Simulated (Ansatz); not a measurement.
System: NaCl, space group Pm-3m (No. 221), 2 atoms in the cell, CsCl type.

```cif
data_structure
_symmetry_space_group_name_H-M 'Pm-3m'
_symmetry_Int_Tables_number 221
_cell_length_a 3.4595
_cell_length_b 3.4595
_cell_length_c 3.4595
_cell_angle_alpha 90.000
_cell_angle_beta 90.000
_cell_angle_gamma 90.000
_cell_volume 41.41
loop_
_atom_site_label
_atom_site_type_symbol
_atom_site_symmetry_multiplicity
_atom_site_Wyckoff_symbol
_atom_site_fract_x
_atom_site_fract_y
_atom_site_fract_z
_atom_site_occupancy
Na1 Na 1 a 0.00000 0.00000 0.00000 1
Cl1 Cl 1 b 0.50000 0.50000 0.50000 1
```

Level of theory: DFT, r2SCAN, plane waves, PAW, no spin polarisation, 6×6×6 k mesh; code Ansatz 0.2.0.

Predict the main features of the density of states.

There is a gap; over the k points computed it is 4.92 eV (indirect; the smallest direct gap is 5.45 eV). The upper group of valence states starts about 3.1 eV under the valence-band top, with a gap beneath it; it holds about 6 electrons a cell.

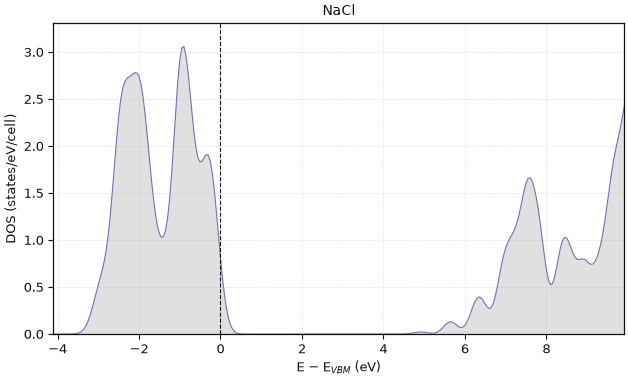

Density of states. Energies are counted from the top of the valence band. The curve is built from the levels of the k mesh with Gaussians 0.4 eV wide, which also blur the band edges.
